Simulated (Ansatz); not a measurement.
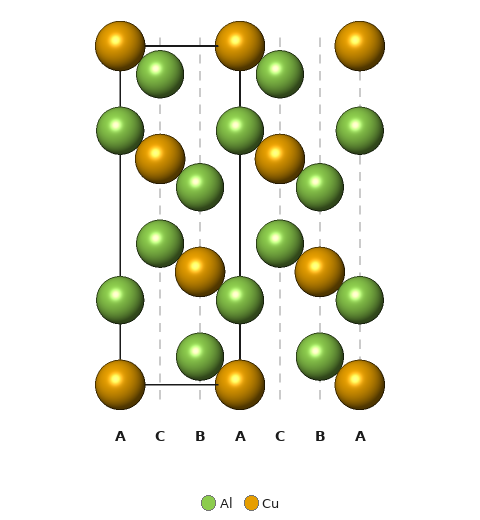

Projection along an edge of the hexagonal mesh, stacking direction [111] upwards. The dashed lines mark the three columns A (0, 0), B (1/3, 2/3) and C (2/3, 1/3). The box is the hexagonal cell of the face-centred cubic lattice. The sequence starts with the first layer at or above the cell's origin.

Al₂Cu. Coordinates: the geometry relaxed with DFT PBE, scalar-relativistic, plane waves, PAW (Ansatz 0.2.0); the starting structure was generated, so it need not be a known form of this composition.

Give the sequence of layers in one repeat, with element and column.

Answer. Cu(A) – Al(B) – Al(A) – Cu(B) – Al(C) – Al(B) – Cu(C) – Al(A) – Al(C) (nine layers in 10.02 Å).
